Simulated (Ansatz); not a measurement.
SiMo₃

Input file:

```
crystal:
  lattice:
    - [4.8615851677, 0.0, 0.0]
    - [0.0, 4.8615851677, 0.0]
    - [0.0, 0.0, 4.8615851677]
  atoms:
    - { symbol: Si, position: [0.0, 0.0117956543, 0.0] }
    - { symbol: Si, position: [0.5, 0.5117956543, 0.5] }
    - { symbol: Mo, position: [0.25, 0.017557513, 0.5] }
    - { symbol: Mo, position: [0.5, 0.7114323326, 0.0] }
    - { symbol: Mo, position: [0.75, 0.017557513, 0.5] }
    - { symbol: Mo, position: [0.5, 0.2114323326, 0.0] }
    - { symbol: Mo, position: [0.0, 0.517557513, 0.75] }
    - { symbol: Mo, position: [0.0, 0.517557513, 0.25] }
basis:
  ecutwfc: 420
kpoints:
  mp_grid: { grid: [8, 8, 8] }
hamiltonian:
  xc: pbesol
scf:
  occupations: { method: gaussian, width: 0.15 }
output:
  forces: true
  stress: true
  eigenvalues: true
  write_density: true
  write_potential: true
  elf: true
  volumetric_format: npy
```

Run with:

```sh
ansatz run input.yaml --threads 2 --pin off --max-ram 5120MiB --backend cpu --events-out ev --progress --plain --runs-dir out
```

Below, planes, directions and counts refer to the conventional cell (a = 4.86 Å, b = 4.86 Å, c = 4.86 Å, α = 90.00°, β = 90.00°, γ = 90.00°).

Space group P4₂mc; not relaxed (largest force 1.5 eV/Å); computed without spin polarisation.

Level of theory: Ansatz 0.2.0, DFT PBEsol, scalar-relativistic, plane waves, PAW.

Core electrons are frozen (PAW), and the valence fields are smoothed inside the atomic spheres.

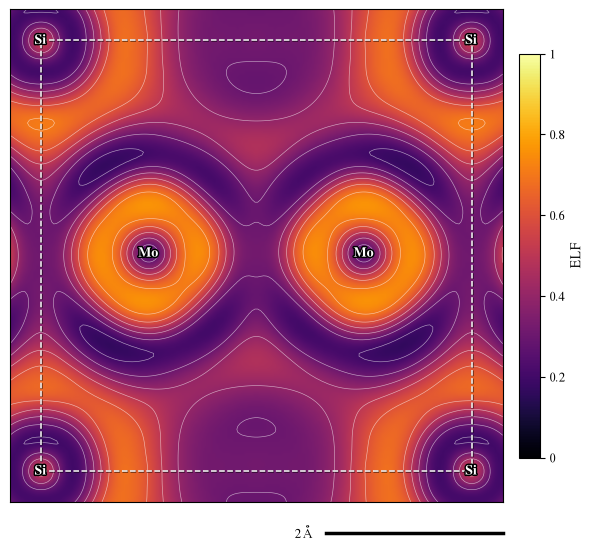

Figure 1. ELF on the (100) plane of the conventional cell.

Question: Describe what can be read from this map.

Answer: The plane passes through Si and Mo nuclei.
Mo–Mo (2.43 Å): the ELF is about 0.30 at the midpoint.
Si–Mo (2.69 Å): the ELF peaks at about 0.65 in the valence shell of Si, 0.9 Å from its nucleus, and is about 0.30 at the midpoint.
Si–Mo (2.74 Å): the ELF peaks at about 0.65 in the valence shell of Si, 0.9 Å from its nucleus, and is about 0.30 at the midpoint.
The features right at Mo lie inside the PAW spheres, where the map follows smoothed inner orbitals and isn't to be read closely.

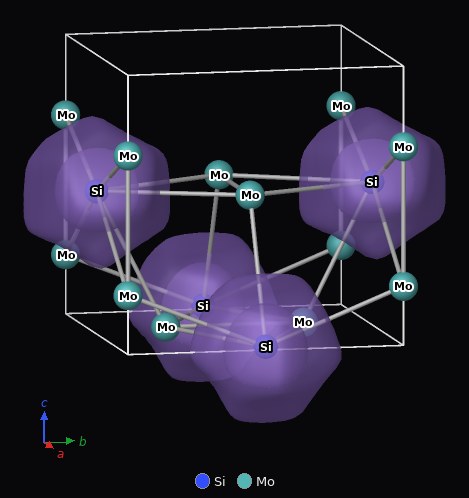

Figure 2. Isosurface of the ELF at 0.55 (purple), seen slightly off an axis. Only the valence region is drawn (cores and ρ < 0.01 e/Å³ removed). Sticks mark near contacts.

Question: Describe the localisation domains.

Answer: The surface consists of two regions wrapped around Si (the valence shell of each), counted in one cell of 8 atoms. Any copies at cell faces, edges or corners count once. Along the contacts the grid gives the following. Si–Mo (2.62 Å): the ELF peaks at about 0.65 in the valence shell of Si, 0.9 Å from its nucleus, and is about 0.35 at the midpoint.

Question: Does the calculation make it a metal, or give it a gap?

Answer: It is gapless in this calculation (a metal or semimetal).
